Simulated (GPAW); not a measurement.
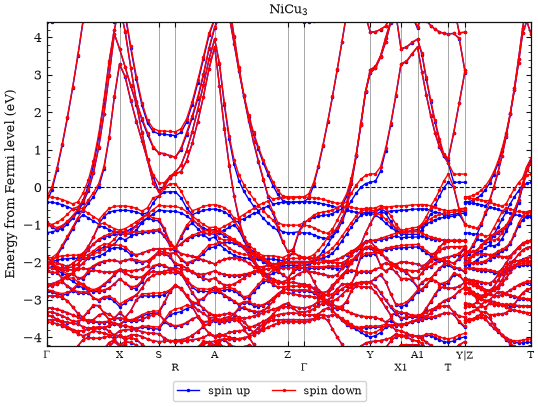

Band structure. Energies are counted from the Fermi level.

Calculation on NiCu3, space group Cmmm (No. 65), 4 atoms in the primitive cell; a = 2.44 Å, b = 2.44 Å, c = 8.25 Å, α = 90.00°, β = 90.00°, γ = 114.86°.

Computed with GPAW 26.7.0: LDA, the program's PAW data sets (release 1.2.1) made for this functional, collinear spin, ferromagnetic start that ends with little or no moment, no spin-orbit coupling, 8×8×2 k mesh, 600 eV cutoff, Fermi-Dirac smearing of 0.05 eV.

### Is there a gap at the Fermi level?

A metal: 5 spin-up and 5 spin-down bands cross the Fermi level along this path.

### On which lines of the path do bands cross the Fermi level?

Bands cross the Fermi level on Γ–X, X–S, S–R, R–A, A–Z, Γ–Y, A1–T, T–Y and Z–T, and not on Z–Γ, Y–X1 and X1–A1.

### Which levels at R lie nearest to the Fermi level?

At R the nearest levels lie 0.12 eV below and 0.10 eV above the Fermi level.

The k mesh is coarse (spacing up to 0.38 Å⁻¹), so the values aren't converged. The cell is at −7 GPa in this functional. The cell comes from a database of computed structures, and whether it is the stable form of this composition wasn't checked. Bands are joined in order of energy, so crossings between the computed points show as kinks or gaps. In reduced coordinates of the cell that was run, X is (0.352, 0.352, 0), S is (0, 0.5, 0), R is (0, 0.5, 0.5), A is (0.352, 0.352, 0.5), Z is (0, 0, 0.5), Y is (−0.5, 0.5, 0), X1 is (−0.352, 0.648, 0), A1 is (−0.352, 0.648, 0.5) and T is (−0.5, 0.5, 0.5).
